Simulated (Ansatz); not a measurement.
# Searching the electronic states of Ni, part 2 of 2

Wanted: the lowest electronic state of Ni in this cell. One SCF may end in a higher state, so several starts are tried. System: Ni, the measured crystal structure (space group Fm-3m, primitive cell doubled); the cell holds 2 atoms. Source: COD entry 2102302, which need not be the ambient phase.

Ansatz 0.2.0; DFT PBE, PAW, plane waves, scalar-relativistic. The steps go on from the part before.

## (5) Spin on, no moments given (the program may seed its own), plain SCF

Input file input.yaml:

```yaml
crystal:
  lattice:
    - [0.0, -1.76775, -1.76775]
    - [-3.5355, -1.76775, -1.76775]
    - [0.0, 1.76775, -1.76775]
  atoms:
    - { symbol: Ni, position: [0.0, 0.0, 0.0] }
    - { symbol: Ni, position: [0.0, 0.5, 0.5] }
hamiltonian:
  xc: pbe
  pseudopotentials: { kind: paw }
basis:
  ecutwfc: 420
kpoints:
  mp_grid: { grid: [15, 9, 12] }
scf:
  occupations: { method: fermi_dirac, width: 0.05 }
  lower_state_search: "off"
output:
  forces: true
  stress: true
  write_density: true
  write_potential: true
  elf: true
  volumetric_format: npy
magnetization:
  spin_polarized: true
```

The run is started by

```
ansatz run input.yaml --threads 2 --pin off --max-ram 5120MiB --backend cpu --events-out ev --progress --plain --runs-dir out
```

Output (excerpt; [...] marks lines left out):

```text
[... 1 line as in an earlier run ...]
band count auto-derived: 24 (N_el = 36.0; filled up to band 18; 22 by the electrons, moments and atoms)
[... 19 lines as in an earlier run ...]
[...]
SCF iter   1: F=—  HF=-11678.052918 eV  |F-HF|=—  |Δ(HF+E_count)|=         —  Δρ=1.79e-1 (↑1.78e-1 ↓1.79e-1)  dr2=1.46e-2  dr2_m=6.41e0  M=2.555 μB ∫|m|=2.555 μB  ethr=4.28e-4  ⟨swp⟩=1.2  Hψ=57909  notcnv=0
[...]
SCF iter  11: F=-11679.453416 eV  HF=-11679.453416 eV  |F-HF|=4.00e-11  |Δ(HF+E_count)|=   1.18e-8  Δρ=1.84e-6 (↑5.18e-7 ↓1.84e-6)  dr2=1.21e-10  dr2_m=2.25e-10  M=1.307 μB ∫|m|=1.494 μB  ethr=3.57e-11  ⟨swp⟩=5.0  Hψ=117324  notcnv=0
[...]
SCF converged after 11 iterations
Magnetization: 1.3066 μB (18.6533 up, 17.3467 down)
Absolute magnetization: 1.4956 μB (∫|ρ↑−ρ↓|, with the PAW one-centre terms)
Spin contamination: 0.0150 ħ² per cell (⟨S²⟩ above its minimum at these occupations)
Per-site moments (μB) at R_I (Å): [(0.6932082380893038, 1.0312401102650786), (0.6932082380893034, 1.0312401102650786)]
Free energy (F): -11679.453416 eV
[...]
E sigma→0 (E₀):  -11679.439298 eV
Entropy (-TS):   -0.028236 eV (-14.118 meV/atom)
Fermi energy:    17.841502 eV
[... 29 lines left out: energy terms, forces, stress, bands ...]
```

Run time: 34 s. Hardware: 2 threads of Arm Neoverse V1, shared host; peak memory 0.62 GiB.

The run ends in the same state as step 2 (ferromagnetic); it took 11 iterations.

## (6) Parallel moments scaled by 0.2, plain SCF

Edit input.yaml of step 5 so:

```diff
@@ -6,4 +6,6 @@
   atoms:
-    - { symbol: Ni, position: [0.0, 0.0, 0.0] }
-    - { symbol: Ni, position: [0.0, 0.5, 0.5] }
+    - { symbol: Ni, position: [0.0, 0.0, 0.0], spin: 0.4 }
+    - { symbol: Ni, position: [0.0, 0.5, 0.5], spin: 0.4 }
+magnetization:
+  spin_polarized: true
 hamiltonian:
@@ -25,3 +27 @@
   volumetric_format: npy
-magnetization:
-  spin_polarized: true
```

The run is started by

```
ansatz run input.yaml --threads 2 --pin off --max-ram 5120MiB --backend cpu --events-out ev --progress --plain --runs-dir out
```

Output (excerpt; [...] marks lines left out):

```text
[... 11 lines as in an earlier run ...]
Bands: 23, of which v1, the nominal top of the filled ones, is band 18 counted from 1 (17 counted from 0)
[... 6 lines as in an earlier run ...]
Starting moments: Σ|m| = 0.8 μB on 2 of 2 sites
[... 2 lines as in an earlier run ...]
[...]
SCF iter   1: F=—  HF=-11679.403679 eV  |F-HF|=—  |Δ(HF+E_count)|=         —  Δρ=4.51e-2 (↑4.51e-2 ↓1.65e-2)  dr2=1.48e-1  dr2_m=1.54e-1  M=0.996 μB ∫|m|=1.028 μB  β_m=1.00  ethr=4.11e-4  ⟨swp⟩=1.0  Hψ=110830  notcnv=0
[...]
spin-set hold released at iteration 8 (site moments contracting): the magnetisation degrees of freedom join the quasi-Newton model from the next iteration; the mixer history was flushed
[...]
SCF iter  15: F=-11679.453416 eV  HF=-11679.453416 eV  |F-HF|=7.22e-10  |Δ(HF+E_count)|=   1.13e-9  Δρ=4.50e-6 (↑2.12e-6 ↓4.50e-6)  dr2=5.36e-10  dr2_m=2.16e-9  M=1.307 μB ∫|m|=1.494 μB  ethr=5.25e-11  ⟨swp⟩=5.1  Hψ=119713  notcnv=0
[...]
SCF converged after 15 iterations
Magnetization: 1.3066 μB (18.6533 up, 17.3467 down)
Absolute magnetization: 1.4955 μB (∫|ρ↑−ρ↓|, with the PAW one-centre terms)
Spin contamination: 0.0150 ħ² per cell (⟨S²⟩ above its minimum at these occupations)
Per-site moments (μB) at R_I (Å): [(0.6931945096633636, 1.0312401102650786), (0.6931945096633635, 1.0312401102650786)]
Free energy (F): -11679.453416 eV
[...]
E sigma→0 (E₀):  -11679.439298 eV
Entropy (-TS):   -0.028237 eV (-14.118 meV/atom)
Fermi energy:    17.841504 eV
[... 29 lines left out: energy terms, forces, stress, bands ...]
```

Wall time 41 s (2 threads of Arm Neoverse V1, shared host); peak memory 0.6 GiB.

Nothing new: the 15 iterations lead to the state found in step 2 (ferromagnetic).

## (7) Moments +- scaled by 0.4, plain SCF

Edit input.yaml of step 6 so:

```diff
@@ -6,4 +6,4 @@
   atoms:
-    - { symbol: Ni, position: [0.0, 0.0, 0.0], spin: 0.4 }
-    - { symbol: Ni, position: [0.0, 0.5, 0.5], spin: 0.4 }
+    - { symbol: Ni, position: [0.0, 0.0, 0.0], spin: 0.8 }
+    - { symbol: Ni, position: [0.0, 0.5, 0.5], spin: -0.8 }
 magnetization:
@@ -23,5 +23 @@
   stress: true
-  write_density: true
-  write_potential: true
-  elf: true
-  volumetric_format: npy
```

The run is started by

```
ansatz run input.yaml --threads 2 --pin off --max-ram 5120MiB --backend cpu --events-out ev --progress --plain --runs-dir out
```

Output (excerpt; [...] marks lines left out):

```text
[... 18 lines as in an earlier run ...]
Starting moments: Σ|m| = 1.6 μB on 2 of 2 sites
[... 3 lines as in an earlier run ...]
[...]
SCF iter   1: F=—  HF=-11679.259198 eV  |F-HF|=—  |Δ(HF+E_count)|=         —  Δρ=4.65e-2 (↑4.65e-2 ↓4.65e-2)  dr2=1.43e-1  dr2_m=3.61e-1  M=0.000 μB ∫|m|=0.867 μB  β_m=0.30  ethr=3.97e-4  ⟨swp⟩=1.0  Hψ=55662  notcnv=0
[...]
spin-set hold released at iteration 8 (site moments contracting): the magnetisation degrees of freedom join the quasi-Newton model from the next iteration; the mixer history was flushed
[...]
SCF iter  21: F=-11679.349174 eV  HF=-11679.349174 eV  |F-HF|=7.28e-12  |Δ(HF+E_count)|=  6.17e-10  Δρ=6.87e-7 (↑6.87e-7 ↓6.87e-7)  dr2=2.44e-11  dr2_m=7.41e-11  M=0.000 μB ∫|m|=0.232 μB  ethr=1.00e-12  ⟨swp⟩=1.9  Hψ=30667  notcnv=0
[...]
SCF converged after 21 iterations
Magnetization: 0.0000 μB (18.0000 up, 18.0000 down)
Absolute magnetization: 0.2322 μB (∫|ρ↑−ρ↓|, with the PAW one-centre terms)
Spin contamination: 0.0571 ħ² per cell (⟨S²⟩ above its minimum at these occupations)
Per-site moments (μB) at R_I (Å): [(0.11455566254422409, 1.0312401102650786), (-0.11455566254422409, 1.0312401102650786)]
Free energy (F): -11679.349174 eV
[...]
E sigma→0 (E₀):  -11679.321630 eV
Entropy (-TS):   -0.055088 eV (-27.544 meV/atom)
Fermi energy:    17.645070 eV
[... 24 lines left out: energy terms, forces, stress ...]
```

Wall time 27 s (2 threads of Arm Neoverse V1, shared host); peak memory 0.54 GiB.

Nothing new: the 21 iterations lead to the state found in step 3 (antiferromagnetic).

## (8) A moment on one site alone, plain SCF

Edit input.yaml of step 7 so:

```diff
@@ -6,4 +6,4 @@
   atoms:
-    - { symbol: Ni, position: [0.0, 0.0, 0.0], spin: 0.8 }
-    - { symbol: Ni, position: [0.0, 0.5, 0.5], spin: -0.8 }
+    - { symbol: Ni, position: [0.0, 0.0, 0.0], spin: 2.0 }
+    - { symbol: Ni, position: [0.0, 0.5, 0.5] }
 magnetization:
```

The run is started by

```
ansatz run input.yaml --threads 2 --pin off --max-ram 5120MiB --backend cpu --events-out ev --progress --plain --runs-dir out
```

Output (excerpt; [...] marks lines left out):

```text
[... 18 lines as in an earlier run ...]
Starting moments: Σ|m| = 2 μB on 1 of 2 sites
[... 2 lines as in an earlier run ...]
SCF iter   1: F=—  HF=-11679.223828 eV  |F-HF|=—  |Δ(HF+E_count)|=         —  Δρ=1.13e-1 (↑1.13e-1 ↓3.83e-2)  dr2=2.43e0  dr2_m=8.10e-1  M=1.419 μB ∫|m|=1.533 μB  β_m=0.30  ethr=3.10e-3  ⟨swp⟩=5.4  Hψ=81499  notcnv=0
[...]
spin-set hold released at iteration 5 (the charge has settled, or the pull on large starting moments outlasts its swing): the magnetisation degrees of freedom join the quasi-Newton model from the next iteration; the mixer history was flushed
[...]
SCF iter  22: F=-11679.453416 eV  HF=-11679.453416 eV  |F-HF|=3.51e-9  |Δ(HF+E_count)|=   1.06e-9  Δρ=3.59e-6 (↑2.28e-6 ↓3.59e-6)  dr2=3.68e-9  dr2_m=2.27e-10  M=1.307 μB ∫|m|=1.494 μB  ethr=1.70e-10  ⟨swp⟩=2.1  Hψ=64680  notcnv=0
[...]
SCF converged after 22 iterations
Magnetization: 1.3066 μB (18.6533 up, 17.3467 down)
Absolute magnetization: 1.4956 μB (∫|ρ↑−ρ↓|, with the PAW one-centre terms)
Spin contamination: 0.0150 ħ² per cell (⟨S²⟩ above its minimum at these occupations)
Per-site moments (μB) at R_I (Å): [(0.6931991816973284, 1.0312401102650786), (0.6932089393290831, 1.0312401102650786)]
Free energy (F): -11679.453416 eV
[...]
E sigma→0 (E₀):  -11679.439298 eV
Entropy (-TS):   -0.028237 eV (-14.118 meV/atom)
Fermi energy:    17.841479 eV
[... 24 lines left out: energy terms, forces, stress ...]
```

Run time: 42 s. Hardware: 2 threads of Arm Neoverse V1, shared host; peak memory 0.59 GiB.

The run ends in the same state as step 2 (ferromagnetic); it took 22 iterations.

## (9) Parallel moments, spin not held back in the first iterations, no switch to direct minimisation

Edit input.yaml of step 8 so:

```diff
@@ -7,3 +7,3 @@
     - { symbol: Ni, position: [0.0, 0.0, 0.0], spin: 2.0 }
-    - { symbol: Ni, position: [0.0, 0.5, 0.5] }
+    - { symbol: Ni, position: [0.0, 0.5, 0.5], spin: 2.0 }
 magnetization:
@@ -20,2 +20,4 @@
   lower_state_search: "off"
+  algorithm: density_mixing
+  mixing: { spin_hold: "off" }
 output:
```

The run is started by

```
ansatz run input.yaml --threads 2 --pin off --max-ram 5120MiB --backend cpu --events-out ev --progress --plain --runs-dir out
```

Output (excerpt; [...] marks lines left out):

```text
[... 18 lines as in an earlier run ...]
Starting moments: Σ|m| = 4 μB on 2 of 2 sites
[... 2 lines as in an earlier run ...]
[...]
SCF iter   1: F=—  HF=-11678.835877 eV  |F-HF|=—  |Δ(HF+E_count)|=         —  Δρ=1.24e-1 (↑1.10e-1 ↓1.24e-1)  dr2=2.90e-2  dr2_m=2.75e0  M=1.867 μB ∫|m|=2.017 μB  β_m=0.30  ethr=8.06e-5  ⟨swp⟩=1.0  Hψ=114837  notcnv=0
[...]
SCF iter  10: F=-11679.453416 eV  HF=-11679.453416 eV  |F-HF|=5.69e-10  |Δ(HF+E_count)|=   2.02e-9  Δρ=5.01e-6 (↑1.16e-6 ↓5.01e-6)  dr2=1.60e-9  dr2_m=1.19e-9  M=1.307 μB ∫|m|=1.494 μB  ethr=6.46e-11  ⟨swp⟩=2.1  Hψ=68731  notcnv=0
[...]
SCF converged after 10 iterations
Magnetization: 1.3066 μB (18.6533 up, 17.3467 down)
Absolute magnetization: 1.4956 μB (∫|ρ↑−ρ↓|, with the PAW one-centre terms)
Spin contamination: 0.0150 ħ² per cell (⟨S²⟩ above its minimum at these occupations)
Per-site moments (μB) at R_I (Å): [(0.6932032230241825, 1.0312401102650786), (0.6932032230241822, 1.0312401102650786)]
Free energy (F): -11679.453416 eV
[...]
E sigma→0 (E₀):  -11679.439298 eV
Entropy (-TS):   -0.028236 eV (-14.118 meV/atom)
Fermi energy:    17.841516 eV
[... 24 lines left out: energy terms, forces, stress ...]
```

Wall time 25 s (2 threads of Arm Neoverse V1, shared host); peak memory 0.6 GiB.

The run ends in the same state as step 2 (ferromagnetic); it took 10 iterations.

## (10) The runs side by side

| step | iterations | state | moments of Ni1 Ni2 (μB) | total (μB) | gap (eV) | pressure (GPa) | above lowest (meV/atom) |
| --- | --- | --- | --- | --- | --- | --- | --- |
| 2 | 10 | 1 | 0.69 0.69 | 1.31 | none | -2.6 | 0.0 |
| 3 | 15 | 2 | 0.11 -0.11 | 0.00 | none | -3.8 | 52.1 |
| 4 | 6 | 3 | 0.00 0.00 | 0.00 | none | -3.9 | 52.2 |
| 5 | 11 | 1 | 0.69 0.69 | 1.31 | none | -2.6 | 0.0 |
| 6 | 15 | 1 | 0.69 0.69 | 1.31 | none | -2.6 | 0.0 |
| 7 | 21 | 2 | 0.11 -0.11 | 0.00 | none | -3.8 | 52.1 |
| 8 | 22 | 1 | 0.69 0.69 | 1.31 | none | -2.6 | 0.0 |
| 9 | 10 | 1 | 0.69 0.69 | 1.31 | none | -2.6 | 0.0 |

States are numbered from the lowest. Starts by step: 2 parallel moments, plain SCF; 3 opposed moments +-, plain SCF; 4 no spin polarisation; 5 spin on, no moments given (the program may seed its own), plain SCF; 6 parallel moments scaled by 0.2, plain SCF; 7 moments +- scaled by 0.4, plain SCF; 8 a moment on one site alone, plain SCF; 9 parallel moments, spin not held back in the first iterations, no switch to direct minimisation.

The 8 runs of this session took 3.9 min in all, from 7.2 s to 42 s each.

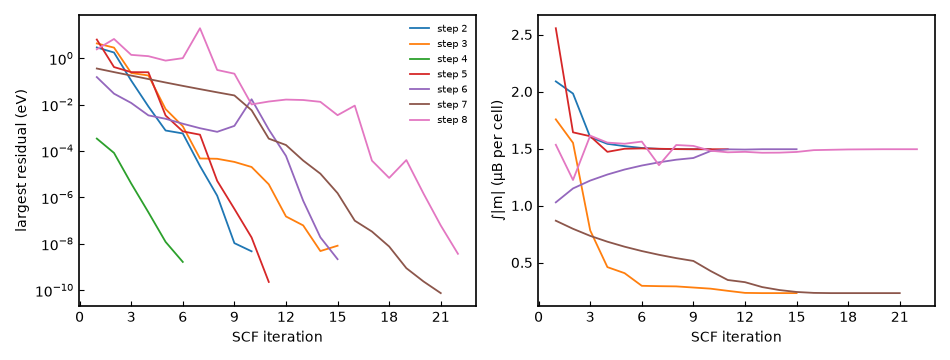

Residual and absolute moment along the iterations (7 of the 8 runs).

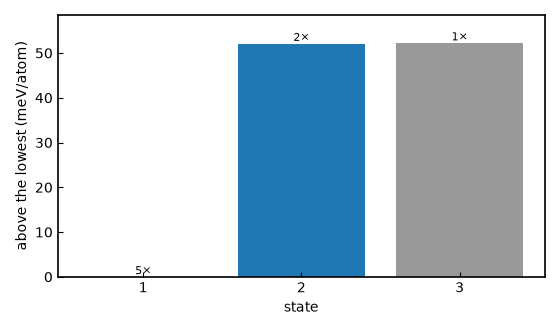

Energy of each distinct state, with the number of starts that reached it (red ferromagnetic, blue opposed moments, grey non-magnetic, green other).

## (11) Outcome

This closing draws on all 2 parts.

| quantity | value |
| --- | --- |
| distinct states | 3 from 8 converged runs |
| lowest state from plain starts | ferromagnetic |
| its moments | Ni1 0.69, Ni2 0.69 μB |
| total moment | 1.31 μB per cell |
| gap on the k-mesh | none |
| pressure | -2.6 GPa |
| largest force | 0.000 eV/Å |
| next state | antiferromagnetic, 52.1 meV/atom higher |
| highest state | non-magnetic (no spin polarisation), 52.2 meV/atom higher |

**Reading.** 8 runs converged, to 3 different states. Switching spin polarisation off costs 52.2 meV/atom in free energy, smearing entropy included. The best antiferromagnetic state lies 52.1 meV/atom above the best ferromagnetic one. A lower state than any found can't be excluded. The mesh has less symmetry than the lattice, which lowers the symmetry of the run.
